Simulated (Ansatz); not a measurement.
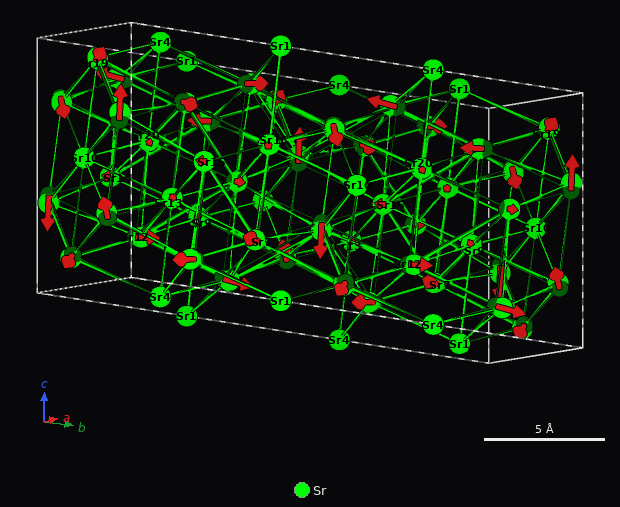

A relaxation of a defect cell of composition Sr. The starting structure is drawn faded, the final one solid; red arrows show the displacements, magnified 5 times.

The picture is a ball-and-stick view of the conventional cell (2 times the calculation's cell), seen from a free direction. Lengths and directions refer to the drawn axes.

Case: Sr vacancy, atoms relaxed.

Method: DFT PBE, scalar-relativistic, plane waves, PAW in Ansatz. Settings: plane-wave cutoff 420 eV; k-point mesh 4 × 4 × 2; occupations gaussian; smearing width 0.1 eV; no spin polarisation; atoms relaxed in a fixed cell; force threshold 0.02 eV/Å; at most 50 steps.

**What did the optimiser do to the structure, and how much energy did it gain?**

The largest moves, 0.33 Å, are those of Sr atoms. The cell stays as it was. Among the contacts that change: Sr–Sr 4.750 → 4.398 Å, Sr–Sr 4.750 → 4.423 Å, Sr–Sr 4.750 → 4.465 Å, Sr–Sr 4.750 → 4.492 Å. After 4 accepted moves (5 points after the start) the energy has fallen by 0.233 eV per cell of the calculation. The largest force component goes from 0.14 to 0.0065 eV/Å. 1 step only repeated the SCF at the same geometry.
